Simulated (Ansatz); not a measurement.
**W: geometry relaxation (part 1 of 2)**

The run: geometry relaxation of W (slab, 4 atoms in the cell). Method and program: DFT PBE, scalar-relativistic, plane waves, PAW, PAW set soft_1, no spin polarisation (Ansatz 0.2.0).

The structure derives from an entry of the Crystallography Open Database. The input holds or restrains some coordinates. Forces given for the steps count only the free coordinates. Figures and captions count atoms from 1; the log counts them from 0 in places.

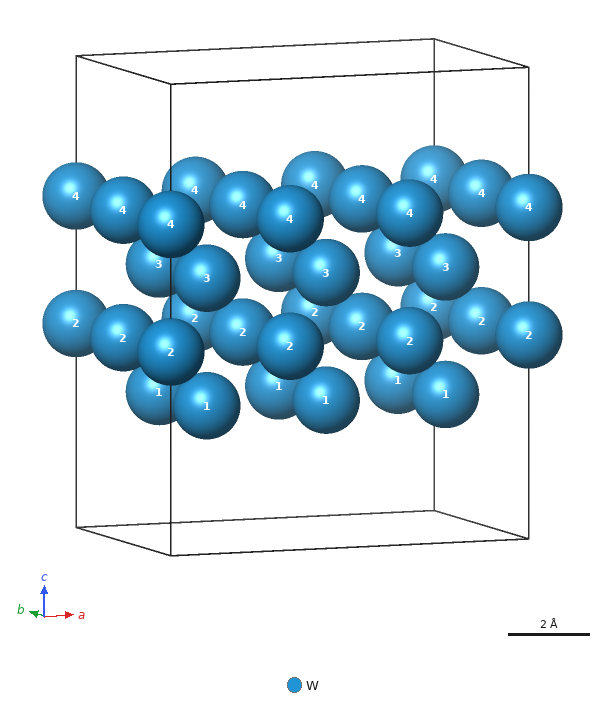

Figure 1. The structure as given in the input (spheres-only view of the 3 × 2 repeat of the cell, with the vacuum cut short, seen slightly off an axis; atoms are numbered from 1 in the order of the input). An atom can appear more than once, as a periodic image.

### Input file
```yaml
crystal:
  lattice:
    - [3.183699169, 0.0, 0.0]
    - [0.0, 3.183699169, 0.0]
    - [0.0, 0.0, 18.7755487535]
  atoms:
    - { symbol: W, position: [0.5, 0.5, 0.3728253215] }
    - { symbol: W, position: [0.0, 0.0, 0.4576084405] }
    - { symbol: W, position: [0.5, 0.5, 0.5423915595] }
    - { symbol: W, position: [0.0, 0.0, 0.6271746785] }
basis:
  ecutwfc: 420
kpoints:
  mp_grid: { grid: [9, 9, 1] }
hamiltonian:
  xc: pbe
  pseudopotentials: { kind: paw, azcp: { folder: soft_1 } }
scf:
  occupations: { method: gaussian, width: 0.1 }
output:
  forces: true
  eigenvalues: true
relax:
  adjacent_minimum: "off"
  f_tol: 0.03
  max_steps: 50
  constraints: [{ sites: [0, 1] }]
efield:
  axis: 3
  dipole_correction: true
  ramp_width: 0.04
```

Launched with:
```bash
ansatz run input.yaml --threads 4 --pin off --max-ram 12288MiB --backend cpu --events-out ev --progress --plain --runs-dir out
```

### Output
```
Engine: ansatz 0.2.0, x86_64-unknown-linux-gnu
Pseudopotentials: kind: paw
Pseudopotential: W, paw, valence charge 14, recommended cutoff 420 eV (normal), [file]
Functional definition: PBE
  parameter kappa = 0.804
  parameter beta = 0.06672455060314922
  exchange = pbe_x(kappa = kappa, mu = beta*pi^2/3)
  correlation = pbe_c(beta = beta)
Crystal: 4 atoms, lattice volume = 190.308 Å³
Basis set: ecut = 420 eV, 3719 PW (Γ), exchange–correlation on 48×48×256 points (8 copies of the dense FFT grid, shifted against one another)
Bands: 34, of which v1, the nominal top of the filled ones, is band 28 counted from 1 (27 counted from 0)
Symmetry: 8 space group operations
k-points: 15 of 81
Non-local potential: W, projectors of the file, l = 0: 3, l = 1: 2, l = 2: 2, l = 3: 1
PAW form: soft (Blöchl's): semilocal exchange-correlation on the pseudo side does not see the compensation charge
PAW one-centre angular grid: W, 590 points (default); XC on 64 Gauss nodes
Initial density: superposition of atomic densities (neutral atoms: chi_scale 0, normalization atom)
Initial wavefunctions: pseudopotential atomic-orbital guess
Functional: x = pbe(κ = 0.804, μ = 0.2195149727645171), c = pbe(β = 0.06672455060314922)
SCF iter   1: F=—  HF=-41541.632441 eV  |F-HF|=—  |Δ(HF+E_count)|=         —  Δρ=4.83e-2  dr2=2.80e1  ethr=3.10e-3  p=0.000 e·Å  D=3.02e-14 V/Å  ΔV_dip=-0.00 eV  dr2_dipole=1.82e-6  V_vac-E_F(+/−)=6.60/6.60 eV  ⟨swp⟩=7.7  Hψ=2324  notcnv=0
efield: sawtooth ramp at fractional position 0.9800 (placed from the atoms, in the widest stretch of the axis that holds none; the zero of the levels goes with the place), width 0.0400; the density the first Hamiltonian is built on has a dipole p = 0.000 e·Å; the dipole correction subtracts the counter field D = 3.02e-14 V/Å, which shifts the + side's vacuum level by -0.00 eV against the − side's; the planar-averaged density in the ramp window peaks in size at 7.7e-7 e/Å³
preconditioner: auto → LDOS  [metal: Δε(μ)=0.115 eV  Ē_g=4.702 eV  σ=0.100 eV  W_gap=0.47  n_scr=40 (ndim 8)  ℏωp=13.2 eV  f_vac=0.534  D(μ)=2.06/eV (n_scr^D=8)  β→1.0]
SCF iter   2: F=—  HF=-41549.047400 eV  |F-HF|=—  |Δ(HF+E_count)|=    7.41e0  Δρ=9.98e-2  dr2=2.11e2  ethr=3.10e-3  p=-0.000 e·Å  D=-4.19e-4 V/Å  ΔV_dip=0.01 eV  dr2_dipole=3.21e-4  V_vac-E_F(+/−)=0.40/0.39 eV  ⟨swp⟩=6.3  Hψ=1720  notcnv=0  defer=18  recentre
SCF iter   3: F=—  HF=-41538.916169 eV  |F-HF|=—  |Δ(HF+E_count)|=    1.01e1  Δρ=2.37e-2  dr2=7.34e0  ethr=3.10e-3  p=-0.000 e·Å  D=-6.78e-5 V/Å  ΔV_dip=0.00 eV  dr2_dipole=8.52e-7  V_vac-E_F(+/−)=5.49/5.48 eV  ⟨swp⟩=5.6  Hψ=1637  notcnv=0  defer=10
SCF iter   4: F=—  HF=-41538.227655 eV  |F-HF|=—  |Δ(HF+E_count)|=   6.89e-1  Δρ=6.16e-3  dr2=4.04e-1  ethr=3.10e-3  p=0.000 e·Å  D=4.68e-5 V/Å  ΔV_dip=-0.00 eV  dr2_dipole=3.53e-7  V_vac-E_F(+/−)=3.80/3.80 eV  ⟨swp⟩=3.4  Hψ=922  notcnv=0  defer=16
SCF iter   5: F=—  HF=-41538.204242 eV  |F-HF|=—  |Δ(HF+E_count)|=   2.34e-2  Δρ=2.49e-3  dr2=1.41e-1  ethr=7.21e-4  p=-0.000 e·Å  D=-9.84e-5 V/Å  ΔV_dip=0.00 eV  dr2_dipole=9.75e-7  V_vac-E_F(+/−)=3.93/3.93 eV  ⟨swp⟩=2.2  Hψ=612  notcnv=0  defer=13
SCF iter   6: F=—  HF=-41538.195603 eV  |F-HF|=—  |Δ(HF+E_count)|=   8.64e-3  Δρ=6.42e-4  dr2=1.01e-2  ethr=2.52e-4  p=-0.000 e·Å  D=-3.87e-5 V/Å  ΔV_dip=0.00 eV  dr2_dipole=1.28e-7  V_vac-E_F(+/−)=4.06/4.06 eV  ⟨swp⟩=1.7  Hψ=543  notcnv=0  defer=13
SCF iter   7: F=—  HF=-41538.195163 eV  |F-HF|=—  |Δ(HF+E_count)|=   4.40e-4  Δρ=1.55e-4  dr2=1.70e-4  ethr=1.80e-5  p=-0.000 e·Å  D=-2.65e-5 V/Å  ΔV_dip=0.00 eV  dr2_dipole=4.70e-7  V_vac-E_F(+/−)=4.18/4.18 eV  ⟨swp⟩=2.1  Hψ=674  notcnv=0  defer=13
SCF iter   8: F=-41538.195138 eV  HF=-41538.195144 eV  |F-HF|=6.89e-6  |Δ(HF+E_count)|=   1.85e-5  Δρ=4.85e-5  dr2=1.00e-5  ethr=4.02e-8  p=0.000 e·Å  D=1.51e-5 V/Å  ΔV_dip=-0.00 eV  dr2_dipole=1.97e-7  V_vac-E_F(+/−)=4.18/4.19 eV  ⟨swp⟩=11.1  Hψ=3164  notcnv=0
SCF 1 converged in 8 iterations: F = -41538.195138 eV  dr2 = 1.00e-5
  greatest PAW one-centre occupation: 0.999 electrons in one spin orbital (limit 2), on the W atom at site 1 (counted from 0), in its partial waves of l = 0
relax step   1: F+E_penalty+E_count = -41538.19513753 eV  Δ(F+E_penalty+E_count) = +0.000e0 eV  max|allowed force component| = 1.938e0 eV/Å  Δτ_max = 0.0000 Å  (8 SCF iters, dr2 threshold 2.25e-5 eV, accepted)
Initial density: handed on by an earlier stage of this run
Initial wavefunctions: those handed on with the density
SCF iter   1: F=—  HF=-41538.386567 eV  |F-HF|=—  |Δ(HF+E_count)|=         —  Δρ=1.51e-2  dr2=2.34e0  ethr=3.10e-3  p=0.000 e·Å  D=1.53e-5 V/Å  ΔV_dip=-0.00 eV  dr2_dipole=5.99e-1  V_vac-E_F(+/−)=4.32/4.32 eV  ⟨swp⟩=5.9  Hψ=1510  notcnv=0  defer=4
efield: sawtooth ramp at fractional position 0.9800 (handed on by an earlier solve), width 0.0400; the density the first Hamiltonian is built on has a dipole p = 0.000 e·Å; the dipole correction subtracts the counter field D = 1.53e-5 V/Å, which shifts the + side's vacuum level by -0.00 eV against the − side's; the planar-averaged density in the ramp window peaks in size at 5.8e-6 e/Å³
preconditioner: auto → LDOS  [metal: Δε(μ)=0.032 eV  Ē_g=4.181 eV  σ=0.100 eV  W_gap=0.18  n_scr=40 (ndim 8)  ℏωp=13.2 eV  f_vac=0.549  D(μ)=5.00/eV (n_scr^D=32)  β→1.0]
SCF iter   2: F=—  HF=-41538.294606 eV  |F-HF|=—  |Δ(HF+E_count)|=   9.20e-2  Δρ=5.28e-3  dr2=1.72e-1  ethr=3.10e-3  p=0.009 e·Å  D=8.34e-3 V/Å  ΔV_dip=-0.16 eV  dr2_dipole=4.52e-4  V_vac-E_F(+/−)=3.89/4.05 eV  ⟨swp⟩=2.1  Hψ=752  notcnv=0  defer=13
SCF iter   3: F=—  HF=-41538.277042 eV  |F-HF|=—  |Δ(HF+E_count)|=   1.76e-2  Δρ=1.79e-3  dr2=2.92e-2  ethr=3.07e-4  p=-0.002 e·Å  D=-1.54e-3 V/Å  ΔV_dip=0.03 eV  dr2_dipole=2.75e-3  V_vac-E_F(+/−)=4.18/4.16 eV  ⟨swp⟩=2.4  Hψ=822  notcnv=0  defer=14
SCF iter   4: F=—  HF=-41538.274551 eV  |F-HF|=—  |Δ(HF+E_count)|=   2.49e-3  Δρ=4.27e-4  dr2=1.67e-3  ethr=5.22e-5  p=-0.000 e·Å  D=-4.23e-4 V/Å  ΔV_dip=0.01 eV  dr2_dipole=4.36e-4  V_vac-E_F(+/−)=4.15/4.14 eV  ⟨swp⟩=2.1  Hψ=685  notcnv=0  defer=14
SCF iter   5: F=—  HF=-41538.274485 eV  |F-HF|=—  |Δ(HF+E_count)|=   6.56e-5  Δρ=1.24e-4  dr2=3.27e-5  ethr=1.79e-7  p=-0.000 e·Å  D=-1.14e-4 V/Å  ΔV_dip=0.00 eV  dr2_dipole=8.06e-6  V_vac-E_F(+/−)=4.14/4.14 eV  ⟨swp⟩=10.6  Hψ=2791  notcnv=0
SCF iter   6: F=-41538.274517 eV  HF=-41538.274513 eV  |F-HF|=4.54e-6  |Δ(HF+E_count)|=   2.76e-5  Δρ=5.80e-5  dr2=8.09e-6  ethr=5.84e-8  p=0.000 e·Å  D=1.74e-4 V/Å  ΔV_dip=-0.00 eV  dr2_dipole=2.53e-7  V_vac-E_F(+/−)=4.14/4.15 eV  ⟨swp⟩=6.3  Hψ=1894  notcnv=0
SCF 2 converged in 6 iterations: F = -41538.274517 eV  dr2 = 8.09e-6
  greatest PAW one-centre occupation: 0.999 electrons in one spin orbital (limit 2), on the W atom at site 2 (counted from 0), in its partial waves of l = 0
relax step   2: F+E_penalty+E_count = -41538.27451749 eV  Δ(F+E_penalty+E_count) = -7.938e-2 eV  max|allowed force component| = 1.830e0 eV/Å  Δτ_max = 0.1947 Å  (6 SCF iters, dr2 threshold 1.00e-4 eV, accepted)
iter 1 solved again at ethr=2.45e-3 eV; its pass at ethr=3.10e-3 eV (dr2=1.37e0 eV) is discarded
SCF iter   1: F=—  HF=-41538.422253 eV  |F-HF|=—  |Δ(HF+E_count)|=         —  Δρ=7.97e-3  dr2=1.26e0  ethr=2.45e-3  p=0.000 e·Å  D=1.74e-4 V/Å  ΔV_dip=-0.00 eV  dr2_dipole=4.93e-1  V_vac-E_F(+/−)=4.09/4.09 eV  ⟨swp⟩=1.1  Hψ=1767  notcnv=0  defer=12
efield: sawtooth ramp at fractional position 0.9800 (handed on by an earlier solve), width 0.0400; the density the first Hamiltonian is built on has a dipole p = 0.000 e·Å; the dipole correction subtracts the counter field D = 1.74e-4 V/Å, which shifts the + side's vacuum level by -0.00 eV against the − side's; the planar-averaged density in the ramp window peaks in size at 3.8e-6 e/Å³
preconditioner: auto → LDOS  [metal: Δε(μ)=0.018 eV  Ē_g=4.088 eV  σ=0.100 eV  W_gap=0.10  n_scr=40 (ndim 8)  ℏωp=13.2 eV  f_vac=0.546  D(μ)=7.69/eV (n_scr^D=60)  β→1.0]
SCF iter   2: F=—  HF=-41538.400968 eV  |F-HF|=—  |Δ(HF+E_count)|=   2.13e-2  Δρ=1.97e-3  dr2=3.28e-2  ethr=2.24e-3  p=0.004 e·Å  D=3.80e-3 V/Å  ΔV_dip=-0.07 eV  dr2_dipole=7.22e-3  V_vac-E_F(+/−)=4.11/4.18 eV  ⟨swp⟩=1.5  Hψ=523  notcnv=0  defer=12
SCF iter   3: F=—  HF=-41538.397345 eV  |F-HF|=—  |Δ(HF+E_count)|=   3.62e-3  Δρ=1.36e-3  dr2=1.12e-2  ethr=5.85e-5  p=0.005 e·Å  D=4.76e-3 V/Å  ΔV_dip=-0.09 eV  dr2_dipole=4.42e-4  V_vac-E_F(+/−)=4.08/4.17 eV  ⟨swp⟩=3.3  Hψ=1014  notcnv=0  defer=13
SCF iter   4: F=—  HF=-41538.395194 eV  |F-HF|=—  |Δ(HF+E_count)|=   2.15e-3  Δρ=2.13e-4  dr2=4.14e-4  ethr=2.00e-5  p=0.005 e·Å  D=4.58e-3 V/Å  ΔV_dip=-0.09 eV  dr2_dipole=9.19e-5  V_vac-E_F(+/−)=4.09/4.18 eV  ⟨swp⟩=2.3  Hψ=838  notcnv=0  defer=13
SCF iter   5: F=-41538.395188 eV  HF=-41538.395222 eV  |F-HF|=3.42e-5  |Δ(HF+E_count)|=   2.81e-5  Δρ=6.95e-5  dr2=3.48e-5  ethr=1.79e-7  p=0.005 e·Å  D=4.41e-3 V/Å  ΔV_dip=-0.08 eV  dr2_dipole=1.09e-5  V_vac-E_F(+/−)=4.09/4.18 eV  ⟨swp⟩=10.5  Hψ=2506  notcnv=0
SCF 3 converged in 5 iterations: F = -41538.395188 eV  dr2 = 3.48e-5
relax step   3: F+E_penalty+E_count = -41538.39518755 eV  Δ(F+E_penalty+E_count) = -1.207e-1 eV  max|allowed force component| = 1.718e-1 eV/Å  Δτ_max = 0.0886 Å  (5 SCF iters, dr2 threshold 1.00e-4 eV, accepted)
SCF iter   1: F=—  HF=-41538.399679 eV  |F-HF|=—  |Δ(HF+E_count)|=         —  Δρ=2.75e-3  dr2=8.77e-2  ethr=2.95e-3  p=0.005 e·Å  D=4.41e-3 V/Å  ΔV_dip=-0.08 eV  dr2_dipole=2.31e-2  V_vac-E_F(+/−)=4.10/4.18 eV  ⟨swp⟩=2.0  Hψ=817  notcnv=0  defer=6
efield: sawtooth ramp at fractional position 0.9800 (handed on by an earlier solve), width 0.0400; the density the first Hamiltonian is built on has a dipole p = 0.005 e·Å; the dipole correction subtracts the counter field D = 4.41e-3 V/Å, which shifts the + side's vacuum level by -0.08 eV against the − side's; the planar-averaged density in the ramp window peaks in size at 3.7e-6 e/Å³
preconditioner: auto → LDOS  [metal: Δε(μ)=0.028 eV  Ē_g=4.051 eV  σ=0.100 eV  W_gap=0.16  n_scr=40 (ndim 8)  ℏωp=13.2 eV  f_vac=0.544  D(μ)=6.82/eV (n_scr^D=50)  β→1.0]
SCF iter   2: F=—  HF=-41538.397176 eV  |F-HF|=—  |Δ(HF+E_count)|=   2.50e-3  Δρ=1.01e-3  dr2=8.08e-3  ethr=1.57e-4  p=0.002 e·Å  D=1.57e-3 V/Å  ΔV_dip=-0.03 eV  dr2_dipole=2.39e-7  V_vac-E_F(+/−)=4.15/4.18 eV  ⟨swp⟩=1.5  Hψ=659  notcnv=0  defer=13
SCF iter   3: F=—  HF=-41538.396523 eV  |F-HF|=—  |Δ(HF+E_count)|=   6.52e-4  Δρ=4.34e-4  dr2=2.64e-3  ethr=1.44e-5  p=0.004 e·Å  D=4.13e-3 V/Å  ΔV_dip=-0.08 eV  dr2_dipole=7.00e-4  V_vac-E_F(+/−)=4.10/4.18 eV  ⟨swp⟩=2.6  Hψ=857  notcnv=0  defer=13
SCF iter   4: F=—  HF=-41538.396397 eV  |F-HF|=—  |Δ(HF+E_count)|=   1.26e-4  Δρ=1.76e-4  dr2=3.10e-4  ethr=4.72e-6  p=0.004 e·Å  D=3.82e-3 V/Å  ΔV_dip=-0.07 eV  dr2_dipole=6.25e-5  V_vac-E_F(+/−)=4.10/4.17 eV  ⟨swp⟩=1.5  Hψ=560  notcnv=0  defer=13
SCF iter   5: F=—  HF=-41538.396338 eV  |F-HF|=—  |Δ(HF+E_count)|=   5.88e-5  Δρ=3.93e-5  dr2=1.07e-5  ethr=5.53e-7  p=0.004 e·Å  D=3.78e-3 V/Å  ΔV_dip=-0.07 eV  dr2_dipole=1.69e-6  V_vac-E_F(+/−)=4.10/4.18 eV  ⟨swp⟩=1.9  Hψ=613  notcnv=0  defer=13
SCF iter   6: F=-41538.396338 eV  HF=-41538.396339 eV  |F-HF|=1.19e-6  |Δ(HF+E_count)|=   1.20e-6  Δρ=1.42e-5  dr2=1.52e-6  ethr=3.29e-9  p=0.004 e·Å  D=3.85e-3 V/Å  ΔV_dip=-0.07 eV  dr2_dipole=2.86e-7  V_vac-E_F(+/−)=4.10/4.18 eV  ⟨swp⟩=11.2  Hψ=2559  notcnv=0
SCF 4 converged in 6 iterations: F = -41538.396338 eV  dr2 = 1.52e-6
relax step   4: F+E_penalty+E_count = -41538.39633820 eV  Δ(F+E_penalty+E_count) = -1.151e-3 eV  max|allowed force component| = 6.091e-2 eV/Å  Δτ_max = 0.0314 Å  (6 SCF iters, dr2 threshold 1.84e-6 eV, accepted)
```
